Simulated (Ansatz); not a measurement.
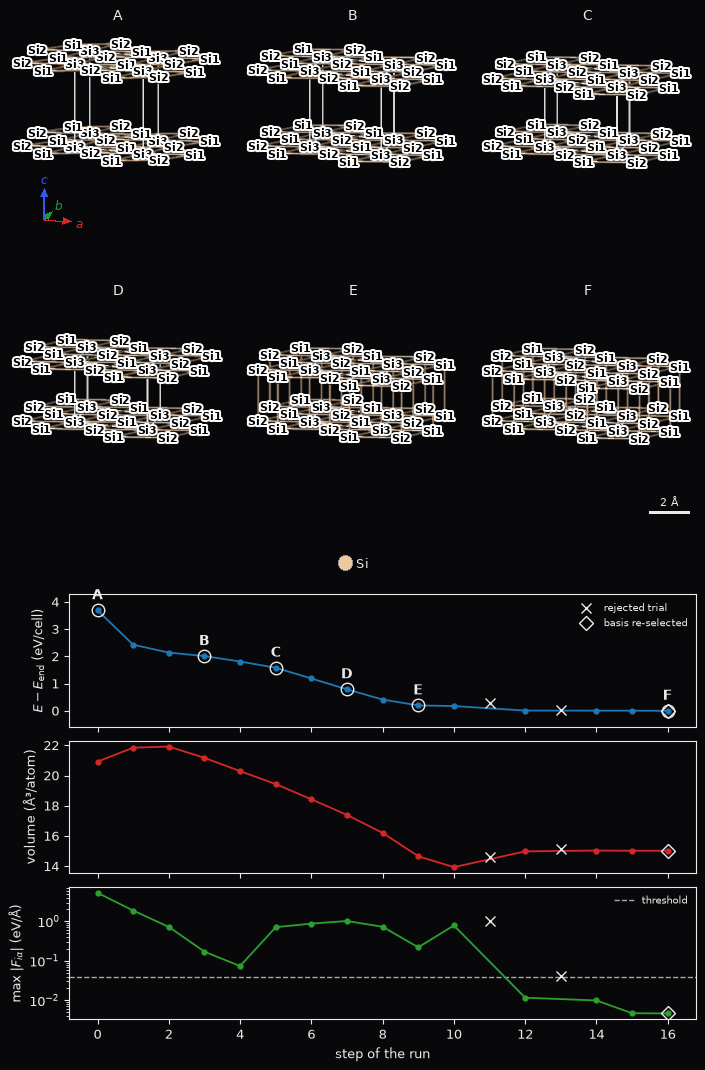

Frames of a relaxation of crystalline Si (a generated structure, set up in Cmmm) (coarse preliminary run), marked on the history of the run. A ball-and-stick model of the cell of the calculation, seen slightly off an axis.

The calculation used Ansatz, DFT PBE, scalar-relativistic, plane waves, PAW. Settings: plane-wave cutoff 420 eV; k-point mesh 4 × 4 × 4; occupations gaussian; smearing width 0.1 eV; no spin polarisation; cell and atoms relaxed; force threshold 0.04 eV/Å; at most 70 steps.

Describe the path.

The largest moves relative to the cell, 0.23 Å, are those of Si1 and Si2. Si1 goes along [−1 1 0]. The drawn cell changes as follows: a = b 3.995 → 4.537 Å (+13.6 %), c 4.195 → 2.527 Å (−39.8 %), γ 110.3° → 120.0°; the volume changes by −28.2 %. Some distances before and after: Si1–Si1 4.195 → 2.527 Å, Si1–Si3 1.994 → 2.618 Å, Si1–Si2 2.389 → 2.620 Å, Si1–Si2 (another image) 2.570 → 2.621 Å. Among the angles between lasting bonds that change: Si2–Si1–Si2 145.5° → 120.1°, Si2–Si1–Si2 107.3° → 120.0°, Si2–Si1–Si3 72.7° → 60.0°. The space group (tolerance 0.01 Å) goes from Cmmm (No. 65) to P6/mmm (No. 191). After 13 accepted moves (16 points after the start) the energy has fallen by 3.691 eV per cell of the calculation. Largest force component: 5.3 eV/Å at the start, 0.0047 eV/Å at the end. Pressure: 19.35 GPa at the start and 0.07 GPa at the end. The line search rejected the trial steps at points 11, 13 of the run. The SCF was repeated once at an unchanged geometry on a basis and grid sized afresh for the cell, which shifted the energy by 5.6 meV per cell of the calculation at most. From step 0 to 3: Si atoms move most (0.19 Å), volume +1.2 %, energy −1.681 eV per cell of the calculation. From step 3 to 5: Si atoms move most (0.07 Å), volume −8.2 %, energy −0.428 eV per cell of the calculation. From step 5 to 7: Si atoms move most (0.02 Å), volume −10.5 %, energy −0.793 eV per cell of the calculation. From step 7 to 9: Si atoms move most (0.05 Å), volume −15.7 %, energy −0.590 eV per cell of the calculation. From step 9 to 16: Si atoms move most (0.02 Å), volume +2.5 %, energy −0.198 eV per cell of the calculation.

Limits of the set-up: the k-point mesh is coarse for a cell with partly filled bands.
